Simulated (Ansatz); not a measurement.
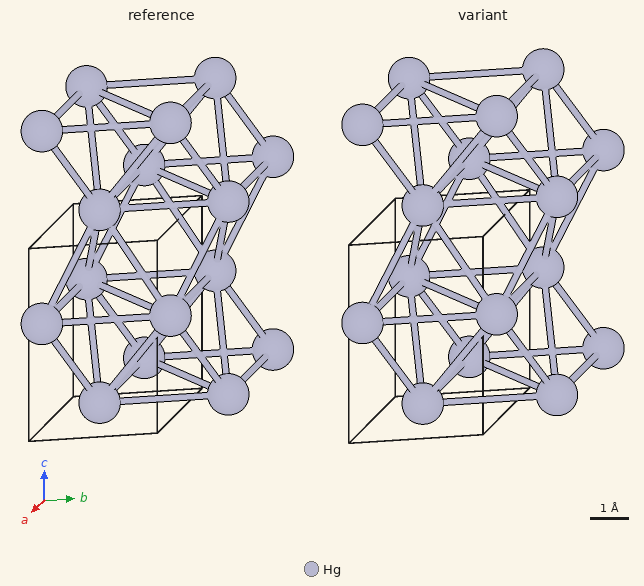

Left: a symmetric starting cell of Hg. Right: the same structure after one change, at the same scale. Style: ball-and-stick. Shown: the cell of the calculation, repeated 2 × 2 × 2 with one cell outlined, from a free direction.

Level of theory: DFT PBEsol, scalar-relativistic, plane waves, PAW in Ansatz 0.2.0. (plane-wave cutoff 420 eV; k-point mesh 12 × 12 × 8; occupations gaussian; smearing width 0.05 eV; no spin polarisation)

**What was changed?**

The cell is strained by +2.8 % along c and +4.3 % across it (volume +11.8 %), the atoms keeping their fractional coordinates. No relaxation follows. The starting cell wasn't computed here and needn't be at equilibrium, so pressure and forces aren't due to the change alone.

**What does the change do?**

The pressure is −2.8 GPa (not all of it need come from the change, since the unchanged cell can be under pressure at this level too). The principal stresses (compression positive) are −3.0 GPa along c and −2.7 GPa across it. All forces vanish by symmetry. Near-neighbour distances before and after: Hg–Hg 3.462 → 3.610 Å, Hg–Hg 3.395 → 3.507 Å. The space group stays P6_3/mmc (No. 194).
